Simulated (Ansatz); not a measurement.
```
Ti O
1.0
     3.00807    0.00000    0.00000
    -1.50404    2.60507    0.00000
     0.00000    0.00000   14.65891
Ti O
3 6
Direct
  0.00000 0.00000 0.00000
  0.66667 0.33333 0.33333
  0.33333 0.66667 0.66667
  0.33333 0.66667 0.26832
  0.00000 0.00000 0.60165
  0.66667 0.33333 0.93499
  0.33333 0.66667 0.06501
  0.00000 0.00000 0.39835
  0.66667 0.33333 0.73168
```

Space group R-3m; a structure from a database of computed crystals, not necessarily the ambient phase; computed without spin polarisation; Hubbard U of 4 eV on Ti d only.

Method: DFT PBE+U+D3(BJ), scalar-relativistic, plane waves, PAW (Ansatz 0.2.0).

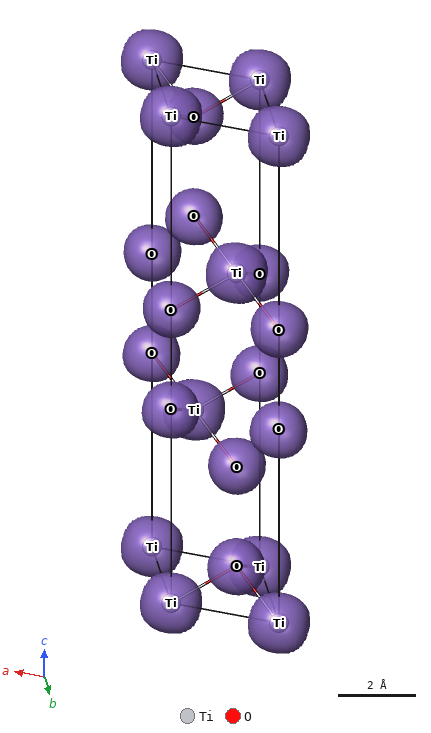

TiO2. Isosurface of the valence pseudo-density at 1 e/Å³ (purple), seen at an oblique angle. Sticks mark near contacts.

The density is the valence pseudo-density of a PAW calculation; it isn't the true density close to the nuclei.

### What does this surface tell about the bonding?

At this value the density breaks into separate islands; it holds about 70 % of the electrons treated as valence (semicore included). It bridges none of the near contacts. It is pinched off along the shortest Ti–O (1.98 Å) contacts. On the grid the lowest density along these lines, outside the cores, is 0.69 e/Å³ (Ti–O, 1.98 Å).
